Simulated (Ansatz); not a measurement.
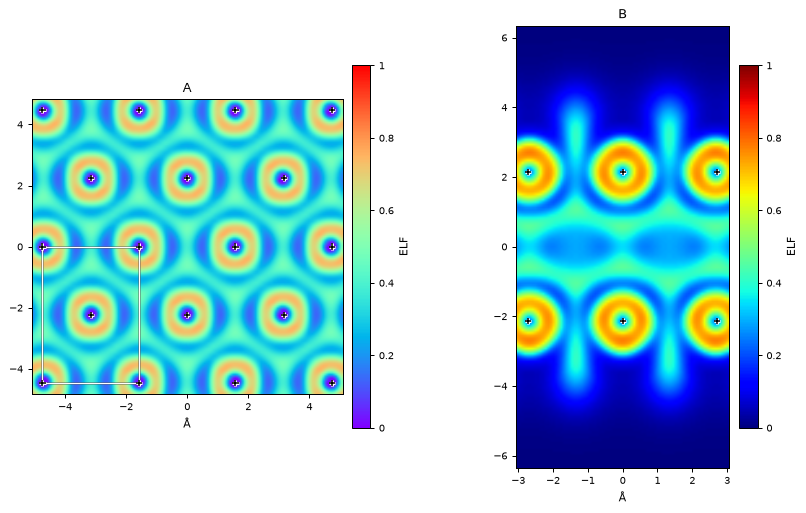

The electron localisation function of 2 systems, each on a plane through atoms (crosses mark nuclei in the plane).

Computed with DFT PBE+D3(BJ), scalar-relativistic, plane waves, PAW (Ansatz).

System 1: W, the (11̄0) plane of the conventional cell. Space group Im-3m.

System 2: Mo (slab), the (010) plane of the calculation cell, a cut from vacuum to vacuum. Computed without spin polarisation.

**Which map belongs to which system?**

Panel A is system 1, W: the plane holds W. W–W (2.74 Å): the ELF is about 0.35 at the midpoint. Panel B is system 2, Mo: the plane holds Mo. Mo–Mo (2.71 Å): the ELF is about 0.30 at the midpoint (no shared electron pair shows on this line).
